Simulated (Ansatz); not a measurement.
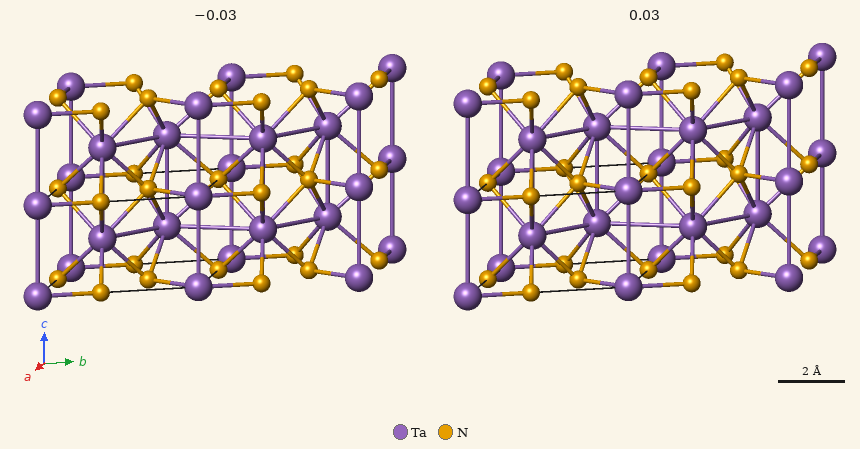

Crystalline TaN (set up in P-62m), under strain along c alone (the other axes held, atoms relaxed), with energies (extrapolated to zero smearing) counted from the relaxed crystal, which is the row at zero. The picture shows the first and the last member. Style: ball-and-stick. Shown: the cell of the calculation, repeated 1 × 2 × 2 with one cell outlined, slightly off an axis.

Computed with Ansatz 0.2.0: DFT PBEsol, scalar-relativistic, plane waves, PAW. Settings: plane-wave cutoff 420 eV; k-point mesh 12 × 12 × 12; occupations gaussian; smearing width 0.1 eV; no spin polarisation; atoms relaxed in a fixed cell; force threshold 0.008 eV/Å.

```json
{"strain": "−0.03", "energy (meV/atom)": "23.53", "a (Å)": "5.179", "c (Å)": "2.809"}
{"strain": "−0.02", "energy (meV/atom)": "10.21", "a (Å)": "5.179", "c (Å)": "2.838"}
{"strain": "−0.01", "energy (meV/atom)": "2.50", "a (Å)": "5.179", "c (Å)": "2.867"}
{"strain": "0.0", "energy (meV/atom)": "0.00", "a (Å)": "5.179", "c (Å)": "2.896"}
{"strain": "0.01", "energy (meV/atom)": "2.34", "a (Å)": "5.179", "c (Å)": "2.925"}
{"strain": "0.02", "energy (meV/atom)": "?", "a (Å)": "?", "c (Å)": "?"}
{"strain": "0.03", "energy (meV/atom)": "20.27", "a (Å)": "5.179", "c (Å)": "2.983"}
```

**Fill in the missing row.**

A parabola through three neighbouring rows (0.0, 0.01, 0.03) gives, with Lagrange weights, (−0.3333)(0.00) + (1.0000)(2.34) + (0.3333)(20.27) = 9.10 meV/atom. The calculation gives 9.20 meV/atom (a = 5.179 Å, c = 2.954 Å). The estimate is 0.10 meV/atom too low. From the first member to the last: Ta–Ta 2.809 → 2.983 Å, N–Ta 2.125 → 2.183 Å, Ta–Ta 3.304 → 3.341 Å.

The whole series:

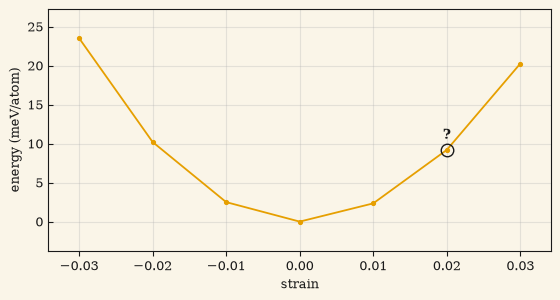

Each member starts from this one structure; whether another phase lies lower wasn't checked.
